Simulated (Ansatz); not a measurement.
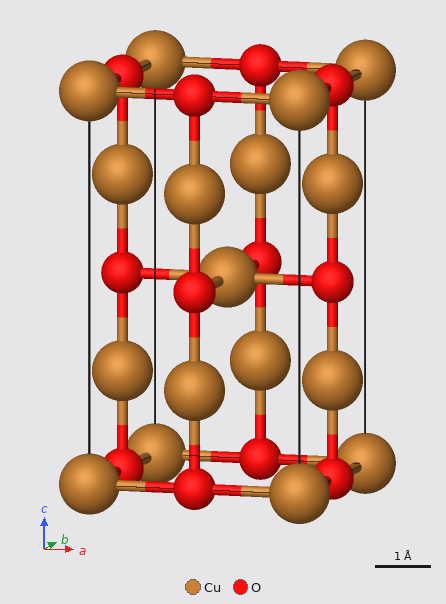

View slightly off an axis, drawn as a ball-and-stick model. Thin lines show the conventional unit cell, with boundary atoms drawn in all their periodic places. Cell: a = 4.07 Å, b = 4.07 Å, c = 7.34 Å, α = 90.00°, β = 90.00°, γ = 90.00°.

The structure was taken from a structure listed in the Materials Project. Earlier steps of the study may have refined or changed the cell and positions. Ansatz was used for an electronic-structure calculation on it.

### Summary of the structure:

Composition: Cu₃O₂. It belongs to space group I4/mmm (No. 139) and has a body-centred tetragonal lattice. With Z = 2, the cell contains 6 Cu, 4 O. O is linked to four Cu in a distorted square planar arrangement at about 1.8 to 2.0 Å. Cu takes two kinds of site: 4d with two O in a linear arrangement at about 1.8 Å; 2a with four O in a square planar arrangement at about 2.0 Å. Not all metal-metal contacts are counted. The bonds build a three-dimensional framework.

Setup: DFT PBE, scalar-relativistic, plane waves, PAW in Ansatz; a 420 eV plane-wave basis, k-points about 0.16 Å⁻¹ apart, Gaussian smearing of 0.1 eV, no spin polarisation.

### Classify it as metallic or gapped, with the value.

A metal: bands cross the Fermi level.

### What are the atomic charges by Bader's partition?

Cu +0.61 to +0.81 e; O -1.02 e.

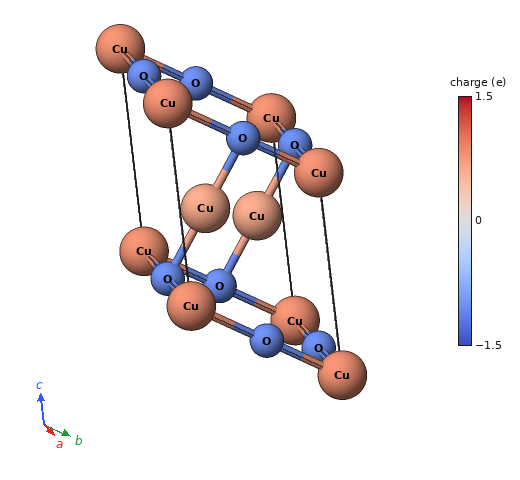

The atoms coloured by those charges. The run's cell of 5 atoms is drawn in a reduced setting, so axes and origin can differ from the first picture.

### Does the calculation find this structure at rest?

Yes. All forces vanish to within 0.01 eV/Å. The pressure is 0.0 GPa, close to zero.
